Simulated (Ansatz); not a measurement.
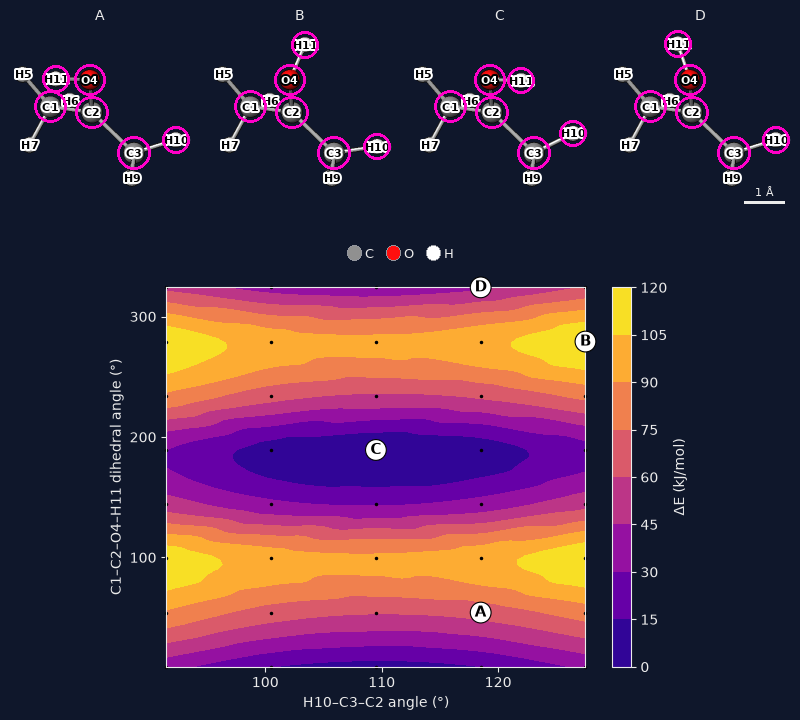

Energy scan for C$_{3}$H$_{7}$O (charge +1), in which one H–C–C angle and one C–C–O–H dihedral angle are varied on a grid, with the rest of the molecule carried along rigidly. The map is interpolated between the computed points (dots). The lettered frames are marked on it. Style: ball-and-stick. Shown onto the plane of the angle, with a slight tilt. The ringed atoms are those of the scanned coordinates.

Computed with Ansatz: r2SCAN-D4, basis def2-TZVPP, on geometries moved rigidly from the minimum at PBE0-D4/def2-TZVP. Energies are counted from the PBE0-D4/def2-TZVP minimum geometry at the same level.

Describe the energy landscape.

Answer. In pairs of (H10–C3–C2 angle (°); C1–C2–O4–H11 dihedral angle (°)): the lowest computed point lies at (109.5, 189.2) (2.0 kJ/mol), the highest at (127.5, 279.2) (118.8 kJ/mol). The frames lie at A (118.5, 54.2): 65.9 kJ/mol, B (127.5, 279.2): 118.8 kJ/mol, C (109.5, 189.2): 2.0 kJ/mol, D (118.5, 324.2): 41.5 kJ/mol.

The computed points:

Rows: H10–C3–C2 angle (°); columns: C1–C2–O4–H11 dihedral angle (°); values in kJ/mol.

|  | 9.2 | 54.2 | 99.2 | 144.2 | 189.2 | 234.2 | 279.2 | 324.2 |
| --- | --- | --- | --- | --- | --- | --- | --- | --- |
| 91.5 | 35.4 | 87.9 | 114.3 | 52.0 | 30.0 | 87.2 | 115.5 | 55.9 |
| 100.5 | 15.4 | 68.1 | 97.0 | 33.6 | 9.1 | 65.8 | 97.7 | 38.0 |
| 109.5 | 8.9 | 61.1 | 92.2 | 28.5 | 2.0 | 57.9 | 92.9 | 33.5 |
| 118.5 | 14.9 | 65.9 | 99.1 | 35.9 | 7.8 | 62.6 | 100.2 | 41.5 |
| 127.5 | 32.7 | 82.0 | 116.9 | 55.1 | 25.6 | 79.0 | 118.8 | 61.2 |
